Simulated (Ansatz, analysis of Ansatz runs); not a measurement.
# N3V centre in diamond: zero-phonon line against experiment

How near does this set-up come to the measured zero-phonon line? Subject: N3V centre in diamond. Set-up: PBE, 64-site cell, measured lattice, 420 eV, k: the zone centre alone. The model is a cell of 64 host atoms with 1 site emptied, N put on another atom's site, N put on another atom's site and N put on another atom's site. The excitation energy is a difference of total energies with one electron moved up within one spin channel. The measured lattice removes the functional's error in the volume.

**The experiment.** Zero-phonon line, printed as 415 nm: 2.99 eV, by optical spectroscopy (quoted in “Electron paramagnetic resonance of the N2V− defect in 15N-doped synthetic diamond”, 2015, B. L. Green et al., quoting earlier work (1978)).

Program: Ansatz 0.2.0. Level of theory: plane-wave PAW DFT, PBE; relaxation of all atoms of a defect supercell. Results are calculated unless marked as measured.

## (1) The starting structure

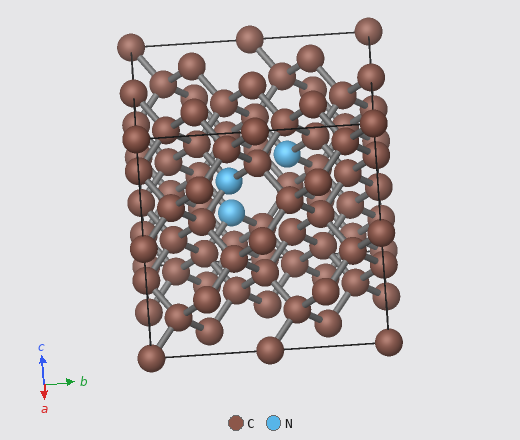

The starting structure, seen slightly off an axis (carbon brown, nitrogen blue). Bonds to atoms that aren't drawn are left out. Some periodic images of atoms are drawn too.

The cell holds 63 atoms: 60 C and 3 N. Its edges and angles: a = 7.133 Å, b = 7.133 Å, c = 7.133 Å, α = 90.0°, β = 90.0°, γ = 90.0°. It derives from C (space group Fd-3m). Nearest the centre at fractional (0.375, 0.375, 0.375): N26 at 1.54 Å, C48 at 1.54 Å, N41 at 1.54 Å, N4 at 1.54 Å, C13 at 2.52 Å, C14 at 2.52 Å, C6 at 2.52 Å, C7 at 2.52 Å.

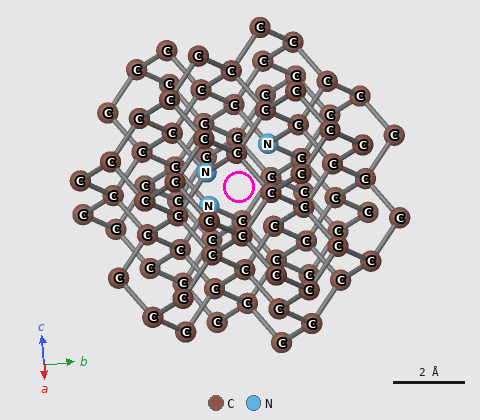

The atoms within 5 Å of the centre. A ring marks the centre wherever it is empty.

The host's primitive cell comes from a first run (plane-wave PAW DFT, PBE; relaxation of the host's atoms at the measured cell): vectors of 2.522, 2.522 and 2.522 Å. That is 5.67 Å³ an atom. The supercell is built on it.

## (2) Relaxation, charge 0

Every later number rests on the structure around the defect, so the atoms are relaxed at the host's lattice first.

Contents of relax/input.yaml:

```yaml
relax:
  f_tol: 0.02
  max_steps: 80
  random_displacement: { amplitude: 0.02, seed: 721 }
crystal:
  lattice:
    - [7.13348, 0.0, 0.0]
    - [0.0, 7.13348, 0.0]
    - [0.0, 0.0, 7.13348]
  atoms:
    - { symbol: C, position: [0.0, 0.0, 0.25] }
    - { symbol: C, position: [0.0, 0.25, 0.0] }
    - { symbol: C, position: [0.25, 0.0, 0.0] }
    - { symbol: "N", position: [0.25, 0.25, 0.25] }
    - { symbol: C, position: [0.125, 0.125, 0.375] }
    - { symbol: C, position: [0.125, 0.375, 0.125] }
    - { symbol: C, position: [0.375, 0.125, 0.125] }
    - { symbol: C, position: [0.0, 0.0, 0.75] }
    - { symbol: C, position: [0.0, 0.25, 0.5] }
    - { symbol: C, position: [0.25, 0.0, 0.5] }
    - { symbol: C, position: [0.25, 0.25, 0.75] }
    - { symbol: C, position: [0.125, 0.125, 0.875] }
    - { symbol: C, position: [0.125, 0.375, 0.625] }
    - { symbol: C, position: [0.375, 0.125, 0.625] }
    - { symbol: C, position: [0.375, 0.375, 0.875] }
    - { symbol: C, position: [0.0, 0.5, 0.25] }
    - { symbol: C, position: [0.0, 0.75, 0.0] }
    - { symbol: C, position: [0.25, 0.5, 0.0] }
    - { symbol: C, position: [0.25, 0.75, 0.25] }
    - { symbol: C, position: [0.125, 0.625, 0.375] }
    - { symbol: C, position: [0.125, 0.875, 0.125] }
    - { symbol: C, position: [0.375, 0.625, 0.125] }
    - { symbol: C, position: [0.375, 0.875, 0.375] }
    - { symbol: C, position: [0.0, 0.5, 0.75] }
    - { symbol: C, position: [0.0, 0.75, 0.5] }
    - { symbol: "N", position: [0.25, 0.5, 0.5] }
    - { symbol: C, position: [0.25, 0.75, 0.75] }
    - { symbol: C, position: [0.125, 0.625, 0.875] }
    - { symbol: C, position: [0.125, 0.875, 0.625] }
    - { symbol: C, position: [0.375, 0.625, 0.625] }
    - { symbol: C, position: [0.375, 0.875, 0.875] }
    - { symbol: C, position: [0.5, 0.0, 0.25] }
    - { symbol: C, position: [0.5, 0.25, 0.0] }
    - { symbol: C, position: [0.75, 0.0, 0.0] }
    - { symbol: C, position: [0.75, 0.25, 0.25] }
    - { symbol: C, position: [0.625, 0.125, 0.375] }
    - { symbol: C, position: [0.625, 0.375, 0.125] }
    - { symbol: C, position: [0.875, 0.125, 0.125] }
    - { symbol: C, position: [0.875, 0.375, 0.375] }
    - { symbol: C, position: [0.5, 0.0, 0.75] }
    - { symbol: "N", position: [0.5, 0.25, 0.5] }
    - { symbol: C, position: [0.75, 0.0, 0.5] }
    - { symbol: C, position: [0.75, 0.25, 0.75] }
    - { symbol: C, position: [0.625, 0.125, 0.875] }
    - { symbol: C, position: [0.625, 0.375, 0.625] }
    - { symbol: C, position: [0.875, 0.125, 0.625] }
    - { symbol: C, position: [0.875, 0.375, 0.875] }
    - { symbol: C, position: [0.5, 0.5, 0.25] }
    - { symbol: C, position: [0.5, 0.75, 0.0] }
    - { symbol: C, position: [0.75, 0.5, 0.0] }
    - { symbol: C, position: [0.75, 0.75, 0.25] }
    - { symbol: C, position: [0.625, 0.625, 0.375] }
    - { symbol: C, position: [0.625, 0.875, 0.125] }
    - { symbol: C, position: [0.875, 0.625, 0.125] }
    - { symbol: C, position: [0.875, 0.875, 0.375] }
    - { symbol: C, position: [0.5, 0.5, 0.75] }
    - { symbol: C, position: [0.5, 0.75, 0.5] }
    - { symbol: C, position: [0.75, 0.5, 0.5] }
    - { symbol: C, position: [0.75, 0.75, 0.75] }
    - { symbol: C, position: [0.625, 0.625, 0.875] }
    - { symbol: C, position: [0.625, 0.875, 0.625] }
    - { symbol: C, position: [0.875, 0.625, 0.625] }
    - { symbol: C, position: [0.875, 0.875, 0.875] }
basis:
  ecutwfc: 420
  xc_grid: 2
hamiltonian:
  xc: pbe
kpoints:
  mp_grid: { grid: [1, 1, 1] }
magnetization:
  spin_polarized: true
  initial_magnetization: 1
  spin_locking: { lock_magnetization: hard }
scf:
  occupations: { method: fermi_dirac, width: 0.01 }
  max_iter: 120
output:
  forces: true
checkpoint:
  write: "../relax.run"
  compress: false
  write_wavefunctions: true
  write_every: 100000
```

Started as:

```
ansatz run input.yaml --threads 2 --pin off --max-ram 3768MiB --backend cpu --events-out ev --progress --plain --runs-dir out
```

Numbers of over 12 decimals in the logs are rounded to 6 here.

The program printed:

```text
[... repeated set-up lines and file paths are left out, and long positions are rounded to six places ...]
Engine: ansatz 0.2.0, x86_64-unknown-linux-gnu
Pseudopotentials: kind: paw
Pseudopotential: C, paw, valence charge 4, recommended cutoff 420 eV (normal), C.paw.azcp
Pseudopotential: N, paw, valence charge 5, recommended cutoff 420 eV (normal), N.paw.azcp
Functional definition: PBE
  parameter kappa = 0.804
  parameter beta = 0.066725
  exchange = pbe_x(kappa = kappa, mu = beta*pi^2/3)
  correlation = pbe_c(beta = beta)
Crystal: 63 atoms, lattice volume = 362.998 Å³
Basis set: ecut = 420 eV, 7123 PW (Γ), exchange–correlation on 96×96×96 points (8 copies of the dense FFT grid, shifted against one another)
Bands: 191, of which v1, the nominal top of the filled ones, is band 128 counted from 1 (127 counted from 0)
Symmetry: 1 space group operations
k-points: 1
Non-local potential: C, projectors of the file, l = 0: 2, l = 1: 2, l = 2: 1
Non-local potential: N, projectors of the file, l = 0: 2, l = 1: 2, l = 2: 1
PAW form: soft (Blöchl's): semilocal exchange-correlation on the pseudo side does not see the compensation charge
PAW one-centre angular grid: C, 110 points (default); XC on 64 Gauss nodes
PAW one-centre angular grid: N, 110 points (default); XC on 64 Gauss nodes
Initial density: superposition of atomic densities (chi_scale 0.1, normalization cell, long waves kept (reshape's long-wave potential 0.44 eV rms))
Starting moments: Σ|m| = 1 μB on 63 of 63 sites
Initial wavefunctions: pseudopotential atomic-orbital guess
Functional: x = pbe(κ = 0.804, μ = 0.219515), c = pbe(β = 0.066725)
SCF iter   1: F=—  HF=-16206.674226 eV  |F-HF|=—  |Δ(HF+E_count)|=         —  Δρ=7.27e-2 (↑7.27e-2 ↓7.24e-2)  dr2=5.87e1  dr2_m=3.04e-1  M=1.000 μB ∫|m|=1.003 μB  β_m=0.30  ethr=3.10e-3  ⟨swp⟩=6.0  Hψ=1402  notcnv=0  defer=96
preconditioner: auto → Resta (q_TF=auto, 2.572 Å⁻¹)  ε∞=4.3  [insulator: Δε(μ)=0.770 eV  Ē_g=17.134 eV  σ=0.010 eV  W_gap=1.00  n_scr=92 (ndim 8)  ℏωp=31.1 eV  f_vac=0.000  D(μ)=0.00/eV (n_scr^D=0)  ε∞_Penn≈4.3]
spin=Collinear: Resta preconditioning applied to the charge; magnetization (m = ρ↑ − ρ↓) channel mixes plain (no charge-response kernel on spin).
SCF iter   2: F=—  HF=-16197.851968 eV  |F-HF|=—  |Δ(HF+E_count)|=    8.82e0  Δρ=5.29e-2 (↑5.29e-2 ↓5.26e-2)  dr2=3.02e1  dr2_m=1.87e-1  M=1.000 μB ∫|m|=1.016 μB  β_m=0.65  ethr=3.10e-3  ⟨swp⟩=3.0  Hψ=708  notcnv=0  defer=114
SCF iter   3: F=—  HF=-16188.478809 eV  |F-HF|=—  |Δ(HF+E_count)|=    9.37e0  Δρ=6.03e-3 (↑6.03e-3 ↓6.02e-3)  dr2=3.83e-1  dr2_m=1.35e-3  M=1.000 μB ∫|m|=1.109 μB  β_m=0.66  ethr=3.10e-3  ⟨swp⟩=3.5  Hψ=863  notcnv=0  defer=110
SCF iter   4: F=—  HF=-16188.536629 eV  |F-HF|=—  |Δ(HF+E_count)|=   5.78e-2  Δρ=2.51e-3 (↑2.49e-3 ↓2.51e-3)  dr2=4.57e-2  dr2_m=2.32e-4  M=1.000 μB ∫|m|=1.114 μB  β_m=0.74  ethr=1.50e-4  ⟨swp⟩=3.0  Hψ=630  notcnv=0  defer=110
SCF iter   5: F=—  HF=-16188.581117 eV  |F-HF|=—  |Δ(HF+E_count)|=   4.45e-2  Δρ=7.27e-4 (↑7.18e-4 ↓7.27e-4)  dr2=3.77e-3  dr2_m=2.54e-5  M=1.000 μB ∫|m|=1.121 μB  β_m=0.78  ethr=1.79e-5  ⟨swp⟩=2.0  Hψ=628  notcnv=0  defer=110
SCF iter   6: F=—  HF=-16188.586135 eV  |F-HF|=—  |Δ(HF+E_count)|=   5.02e-3  Δρ=1.41e-4 (↑1.41e-4 ↓1.40e-4)  dr2=1.64e-4  dr2_m=1.83e-6  M=1.000 μB ∫|m|=1.125 μB  β_m=0.78  ethr=1.48e-6  ⟨swp⟩=2.0  Hψ=544  notcnv=0  defer=110
SCF iter   7: F=—  HF=-16188.586323 eV  |F-HF|=—  |Δ(HF+E_count)|=   1.89e-4  Δρ=4.23e-5 (↑3.96e-5 ↓4.23e-5)  dr2=1.16e-5  dr2_m=2.18e-7  M=1.000 μB ∫|m|=1.126 μB  β_m=0.81  ethr=6.42e-8  ⟨swp⟩=2.0  Hψ=527  notcnv=0  defer=110
SCF iter   8: F=-16188.586339 eV  HF=-16188.586339 eV  |F-HF|=7.66e-8  |Δ(HF+E_count)|=   1.55e-5  Δρ=1.09e-5 (↑1.09e-5 ↓1.07e-5)  dr2=1.01e-6  dr2_m=2.69e-8  M=1.000 μB ∫|m|=1.126 μB  ethr=3.92e-9  ⟨swp⟩=3.5  Hψ=901  notcnv=0
SCF 1 converged in 8 iterations: F = -16188.586339 eV  dr2 = 1.01e-6
  greatest PAW one-centre occupation: 0.791 electrons in one spin orbital (limit 2), on the N atom at site 25 (counted from 0), in its partial waves of l = 0
relax step   1: F+E_penalty+E_count = -16188.58633898 eV  Δ(F+E_penalty+E_count) = +0.000e0 eV  max|allowed force component| = 2.637e0 eV/Å  Δτ_max = 0.0000 Å  (8 SCF iters, dr2 threshold 1.00e-5 eV, accepted)
[... the SCF cycles and remarks between the steps are left out from here to the last step ...]
relax step   2: F+E_penalty+E_count = -16189.96831932 eV  Δ(F+E_penalty+E_count) = -1.382e0 eV  max|allowed force component| = 1.295e0 eV/Å  Δτ_max = 0.1292 Å  (6 SCF iters, dr2 threshold 1.00e-4 eV, accepted)
relax step   3: F+E_penalty+E_count = -16190.35760153 eV  Δ(F+E_penalty+E_count) = -3.893e-1 eV  max|allowed force component| = 2.245e-1 eV/Å  Δτ_max = 0.0418 Å  (5 SCF iters, dr2 threshold 1.00e-4 eV, accepted)
relax step   4: F+E_penalty+E_count = -16190.36430824 eV  Δ(F+E_penalty+E_count) = -6.707e-3 eV  max|allowed force component| = 2.744e-2 eV/Å  Δτ_max = 0.0118 Å  (5 SCF iters, dr2 threshold 3.15e-6 eV, accepted)
SCF iter   1: F=—  HF=-16190.364361 eV  |F-HF|=—  |Δ(HF+E_count)|=         —  Δρ=8.67e-5 (↑8.67e-5 ↓7.93e-5)  dr2=4.03e-5  dr2_m=1.97e-6  M=1.000 μB ∫|m|=1.157 μB  β_m=0.30  ethr=1.92e-7  ⟨swp⟩=5.0  Hψ=890  notcnv=0  defer=117
SCF iter   2: F=—  HF=-16190.364416 eV  |F-HF|=—  |Δ(HF+E_count)|=   5.56e-5  Δρ=5.95e-5 (↑5.95e-5 ↓5.43e-5)  dr2=1.68e-5  dr2_m=1.05e-6  M=1.000 μB ∫|m|=1.157 μB  β_m=0.57  ethr=1.58e-8  ⟨swp⟩=1.5  Hψ=446  notcnv=0  defer=117
SCF iter   3: F=—  HF=-16190.364414 eV  |F-HF|=—  |Δ(HF+E_count)|=   2.04e-6  Δρ=1.10e-5 (↑1.10e-5 ↓9.85e-6)  dr2=5.46e-7  dr2_m=5.21e-8  M=1.000 μB ∫|m|=1.157 μB  β_m=0.60  ethr=6.60e-9  ⟨swp⟩=2.0  Hψ=518  notcnv=0  defer=117
iter 4 did not close the SCF: its close was put off for a magnetic moment that had not settled (scf_convergence_deferred on its scf_iter line)
SCF iter   4: F=-16190.364414 eV  HF=-16190.364414 eV  |F-HF|=7.31e-9  |Δ(HF+E_count)|=   1.96e-8  Δρ=2.24e-6 (↑2.08e-6 ↓2.24e-6)  dr2=2.81e-8  dr2_m=3.20e-9  M=1.000 μB ∫|m|=1.157 μB  β_m=0.79  ethr=3.92e-11  ⟨swp⟩=4.5  Hψ=1098  notcnv=0
SCF iter   5: F=-16190.364414 eV  HF=-16190.364414 eV  |F-HF|=1.82e-12  |Δ(HF+E_count)|=   1.21e-8  Δρ=4.35e-7 (↑3.91e-7 ↓4.35e-7)  dr2=1.71e-9  dr2_m=1.19e-10  M=1.000 μB ∫|m|=1.157 μB  ethr=1.10e-11  ⟨swp⟩=1.5  Hψ=905  notcnv=0
SCF 5 converged in 5 iterations: F = -16190.364414 eV  dr2 = 1.71e-9
relax step   5: F+E_penalty+E_count = -16190.36441431 eV  Δ(F+E_penalty+E_count) = -1.061e-4 eV  max|allowed force component| = 4.185e-3 eV/Å  Δτ_max = 0.0011 Å  (5 SCF iters, accepted)
NSCF: frozen V_eff on 1 k-points
the band table was solved once a step of the walk had ended and its energy, with any forces and stress, was formed, with the checks that follow a solve (2015 applications of the Hamiltonian). They found nothing against the state; [...]
SCF converged after 5 iterations
Magnetization: 1.0000 μB (128.0000 up, 127.0000 down)
Absolute magnetization: 1.1573 μB (∫|ρ↑−ρ↓|, with the PAW one-centre terms)
Spin contamination: 0.0035 ħ² per cell (⟨S²⟩ above its minimum at these occupations)
Per-site moments (μB) at R_I (Å): [(0.00483393, 0.634540), (0.00126955, 0.632032), (0.00126963, 0.632033), [... 60 left out ...]
Free energy (F): -16190.364414 eV
Harris-Foulkes:  -16190.364414 eV  (|F-HF|=1.82e-12)
Internal energy: -16190.364414 eV  (E = F + TS)
E sigma→0 (E₀):  -16190.364414 eV
Fermi energy:    14.829342 (↑ 15.684032, ↓ 14.483979) eV
--- Per-component energies (eV) ---
  E_band       = 1026.084517
  E_kinetic    = 5945.752134
  E_local      = -4352.420546  (includes V_loc(G=0)·N_el)
  E_nonlocal   = 1733.082435
  E_hartree    = 1005.638540
  E_xc         = -3098.027687
  E_vxc        = -3851.095753  (∫ρ·V_xc dr)
  E_paw        = -6337.959650  (= ΣΔE_a)
  E_vpaw       = -460.511836  (= ΣTr[D̂ρ^β])
  E_aug_tail   = 0.000843  (compensation charges beyond the density's cutoff)
  E_ewald      = -11086.430484
  E_smearing   = -0.000000  (= −TS)
  E_closure    = 0.000000  (closes the sum)
  Σ components = -16190.364414   (vs F -16190.364414, Δ=0.00e0)
--- Forces (eV/Å), atoms counted from 1 ---
  atom   1  C      0.00056591     0.00062215    -0.00037808
  atom   2  C      0.00014852    -0.00017402     0.00013401
  [... 1 atom left out ...]
  atom   4  N      0.00418547     0.00354679     0.00095800
  atom   5  C     -0.00043274    -0.00084844    -0.00019471
  atom   6  C     -0.00025012    -0.00142717    -0.00085181
  atom   7  C     -0.00173894     0.00023769    -0.00094085
  [... 5 atoms left out ...]
  atom  13  C     -0.00048333     0.00026794     0.00005040
  atom  14  C     -0.00011557    -0.00031338    -0.00006012
  [... 11 atoms left out ...]
  atom  26  N      0.00329558    -0.00067568    -0.00260020
  [... 9 atoms left out ...]
  atom  36  C      0.00041377     0.00003295     0.00107489
  [... 4 atoms left out ...]
  atom  41  N      0.00027063     0.00237584    -0.00132504
  [... 6 atoms left out ...]
  atom  48  C      0.00200827     0.00179652    -0.00164973
  [... 15 atoms left out ...]
  max |Σ_I F_I| component: 2.22e-5 eV/Å
--- Band table (eV) ---
  k-point 0 ↑: bands = ["-8.7220", "-7.0936", "-7.0935", "-6.6479", [... 183 left out ...] "23.5330", "23.5689", "23.5689", "23.6930"]
  k-point 0 ↓: bands = ["-8.7068", "-7.0793", "-7.0792", "-6.6237", [... 183 left out ...] "23.5601", "23.5790", "23.5791", "23.7152"]
--- Relaxed structure (5 steps of the walk, 5 accepted, 0 SCFs on fresh bases) ---
  F+E_penalty+E_count = -16190.36441431 eV   max|allowed force component| = 4.185e-3 eV/Å
  atoms:
    - { symbol: C, position: [-0.001030, -0.000636, 0.249576] }
    - { symbol: C, position: [-0.001409, 0.250278, -0.001733] }
    [... 1 atom left out ...]
    - { symbol: N, position: [0.240036, 0.240431, 0.237847] }
    - { symbol: C, position: [0.126860, 0.127256, 0.369042] }
    - { symbol: C, position: [0.125628, 0.369859, 0.125305] }
    - { symbol: C, position: [0.369466, 0.126019, 0.125306] }
    [... 5 atoms left out ...]
    - { symbol: C, position: [0.126862, 0.380953, 0.622741] }
    - { symbol: C, position: [0.380561, 0.127256, 0.622739] }
    [... 11 atoms left out ...]
    - { symbol: N, position: [0.240041, 0.512144, 0.509555] }
    [... 9 atoms left out ...]
    - { symbol: C, position: [0.624298, 0.126022, 0.380136] }
    [... 4 atoms left out ...]
    - { symbol: N, position: [0.511744, 0.240443, 0.509548] }
    [... 6 atoms left out ...]
    - { symbol: C, position: [0.512438, 0.512833, 0.237162] }
    [... 15 atoms left out ...]
```

Wall time 15 s (2 threads of Intel Xeon Platinum 8559C (Emerald Rapids), shared host); peak memory 0.76 GiB.

Relaxation path:

```csv
step,energy less that of the first step (eV),largest force component (eV/Å)
1,0.0000,2.6372
2,-1.3820,1.2954
3,-1.7713,0.2245
4,-1.7780,0.0274
5,-1.7781,0.0042
```

The atoms that moved most (Å, from the sites as typed, ahead of the random displacement, the mean shift of all atoms taken out):

```csv
atom,dx,dy,dz,length
C48,0.090,0.090,-0.090,0.156
N4,-0.070,-0.070,-0.085,0.130
N26,-0.070,0.085,0.070,0.130
N41,0.085,-0.070,0.070,0.130
C14,0.041,0.014,-0.014,0.046
C5,0.014,0.014,-0.041,0.046
C13,0.014,0.041,-0.014,0.046
C45,-0.004,-0.038,-0.006,0.039
```

The atoms nearest to the centre after the run:

```csv
atom,distance (Å)
N41,1.672
N26,1.675
N4,1.675
C48,1.701
C14,2.500
C13,2.502
C5,2.502
C52,2.504
C37,2.504
C22,2.506
C45,2.514
C36,2.514
C30,2.516
C7,2.516
C20,2.518
C6,2.518
```

Numbers from this step:

```
free energy                           : -16190.3644 eV
total moment                          : 1 μB
integral of the absolute spin density : 1.157 μB
spin contamination                    : 0.003544
```

The relaxation ends 28 meV an atom lower than the displaced start, with a largest force component of 0.0042 eV/Å.

(Continued in part 2 of 3.)

[Logs are printed without paths, hosts, clocks, repeated set-up lines and the standing remarks that a program may print on its own settings, such as how far it seeks lower states.]

[Hosts, paths, dates, database ids (printed as entryN), source tags and the programs' standing remarks are cut or masked in the printed files.]

[For some hosts the program warned that the k-mesh of the response run may be too coarse for force constants and the static dielectric constant; such warnings are not shown here.]
